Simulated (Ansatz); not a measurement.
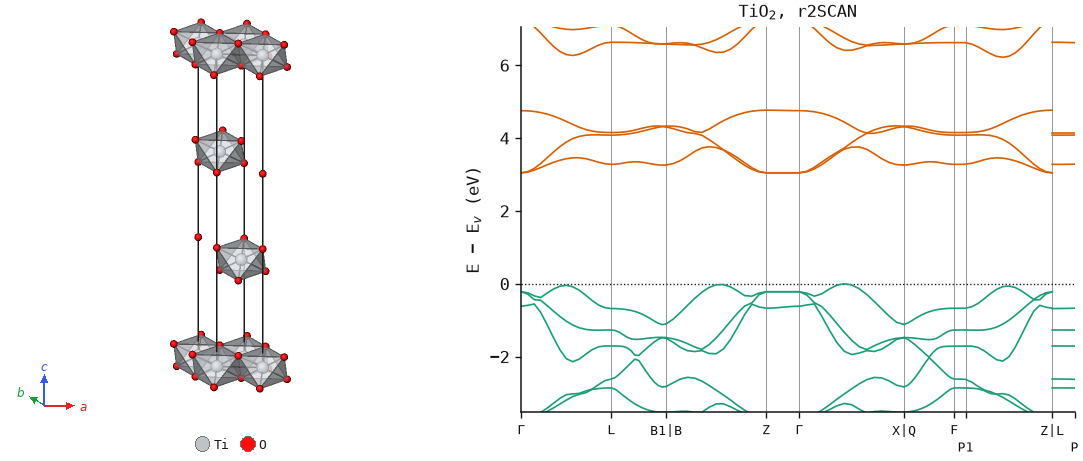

Band structure, beside the structure. Energies are counted from the top of the valence band.

System: TiO₂, space group R-3m, 3 atoms in the primitive cell.

```cif
data_structure
_symmetry_space_group_name_H-M 'P 1'
_symmetry_Int_Tables_number 1
_cell_length_a 7.1924
_cell_length_b 7.1924
_cell_length_c 7.1924
_cell_angle_alpha 24.032
_cell_angle_beta 24.032
_cell_angle_gamma 24.032
_cell_volume 54.22
loop_
_atom_site_label
_atom_site_type_symbol
_atom_site_fract_x
_atom_site_fract_y
_atom_site_fract_z
_atom_site_occupancy
Ti1 Ti 0.00000 0.00000 0.00000 1
O1 O 0.37953 0.37953 0.37953 1
O2 O 0.62047 0.62047 0.62047 1
```

Ansatz 0.2.0; r2SCAN, Ansatz PAW, no spin polarisation, no spin-orbit coupling, 10×10×10 k mesh, 500 eV cutoff.

> Metal, semiconductor or insulator, and what is the gap?

A wide-gap semiconductor or insulator. The gap along this path is 3.04 eV and indirect, from the valence-band top between Γ and X to the conduction-band bottom at Γ; the smallest direct gap is 3.27 eV, at Γ.

The PAW data sets were made with another functional. LDA, GGA and most meta-GGA functionals understate gaps. The cell is at −3 GPa in this functional. The usual form of TiO2 is rutile or anatase. In reduced coordinates of the cell that was run, L is (0.5, 0, 0), B1 is (0.5, 0.177, −0.177), B is (0.823, 0.5, 0.177), Z is (0.5, 0.5, 0.5), X is (0.338, 0, −0.338), Q is (0.662, 0.338, 0), F is (0.5, 0.5, 0), P1 is (0.662, 0.662, 0.177) and P is (0.823, 0.338, 0.338).
